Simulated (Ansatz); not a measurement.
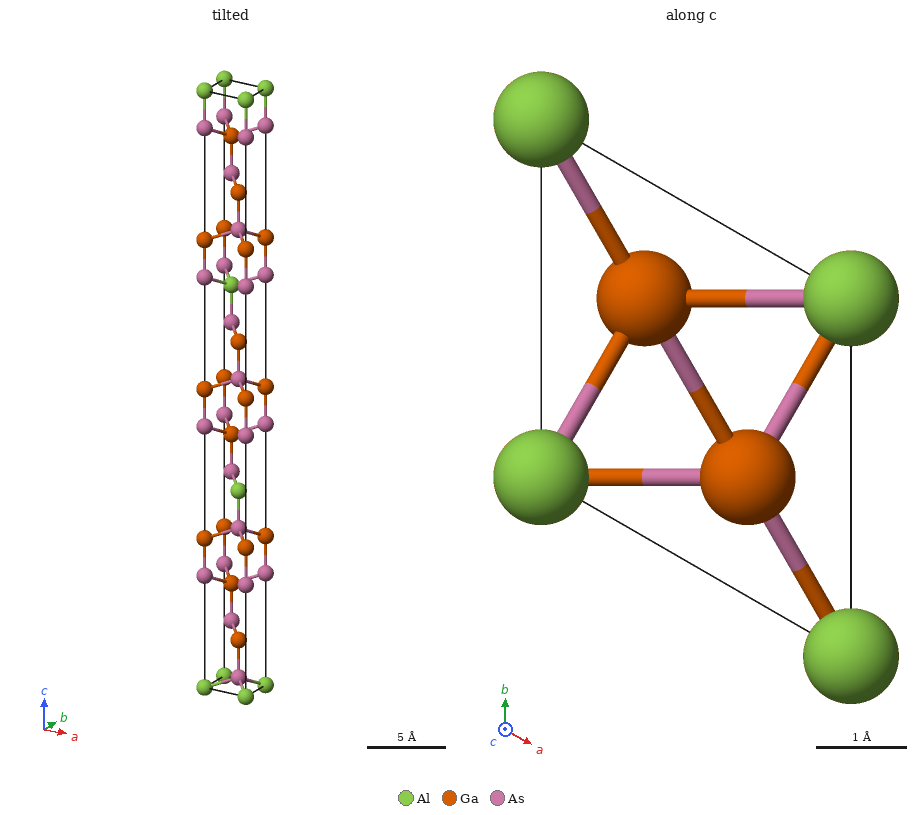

We look at a ball-and-stick model of the crystal slightly off an axis and along the c axis. The conventional unit cell is outlined; an atom on or near a face, edge or corner is repeated at each equivalent position.

AlGa$_{3}$As$_{4}$, space group R3m (No. 160), a = 4.011 Å, b = 4.011 Å, c = 39.251 Å, α = 90.00°, β = 90.00°, γ = 120.00°. The cell started as a structure type filled with these elements by a generator (whether the compound takes this form wasn't checked). Earlier steps of the study may have refined or changed the cell and positions. A calculation with Ansatz used it as input.

This one geometry was computed with Ansatz (DFT, plane waves, PAW) at five levels of theory: HSE06, PBE0, PBE with spin-orbit coupling, r2SCAN and PBE. It was relaxed beforehand with r2SCAN.

Which level gives the highest pressure at this volume, and what does that say about its equilibrium volume?

Highest: PBE with spin-orbit coupling (2.5 GPa) and PBE (2.5 GPa), which points to the largest equilibrium volume. Lowest, with the smallest volume: PBE0 (0.5 GPa) and r2SCAN (0.0 GPa). Levels within 0.5 GPa of each other can't be told apart.

How does the band gap change with the level of theory?

PBE with spin-orbit coupling: a gap of 0.58 eV, direct; PBE: a gap of 0.69 eV, direct; r2SCAN: a gap of 1.17 eV, direct; HSE06: a gap of 1.57 eV, direct; PBE0: a gap of 2.15 eV, direct.

Collect the results in a table.

| level | cutoff (eV) | k-mesh of the run's cell | gap (eV) | pressure (GPa) |
| --- | --- | --- | --- | --- |
| HSE06 | 420 | 4×4×4 | 1.57 | 0.7 |
| PBE0 | 420 | 4×4×4 | 2.15 | 0.5 |
| PBE with spin-orbit coupling | 420 | 8×8×8 | 0.58 | 2.5 |
| r2SCAN | 500 | 8×8×8 | 1.17 | 0.0 |
| PBE | 420 | 8×8×8 | 0.69 | 2.5 |

Gaps are taken on the k-mesh or band path of each run.
